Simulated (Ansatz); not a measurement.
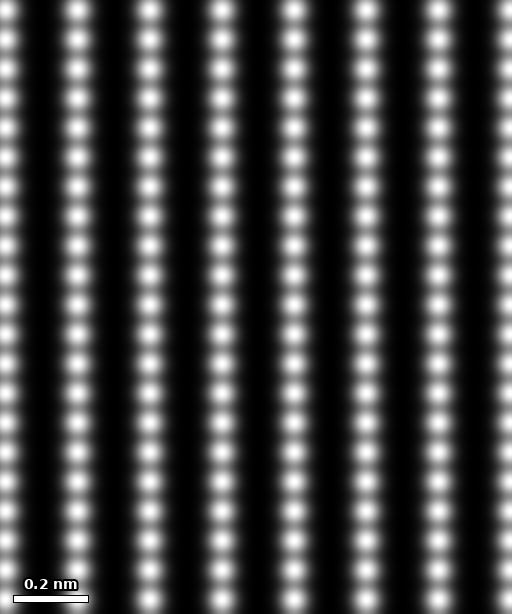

Z-contrast image of a crystal. Simulation: incoherent imaging, intensity Z^1.6 per atom, probe width 0.56 Å, thin sample. The probe carries 15 % of its weight in a tail 2.5 times as wide. The display is stretched by a gamma of 0.8; percentages refer to the linear signal.

Give the net of the columns and its spacings.

The pattern repeats on a rectangular net of 0.8 × 2.0 Å.

Which plane group does this projection have?

p2mm: mirror lines in two perpendicular directions, with twofold points where they cross.

How many columns does the smallest repeating cell hold, and how many levels of brightness?

1 column in the primitive cell of 1.6 Å², all of one brightness.

The crystal is Co (Im-3m, No. 229) seen along [211]. Structure: the geometry relaxed with DFT, revPBE, plane waves (420 eV) with PAW, scalar-relativistic (Ansatz 0.2.0); the starting structure was generated, so it need not be a known form of this composition.
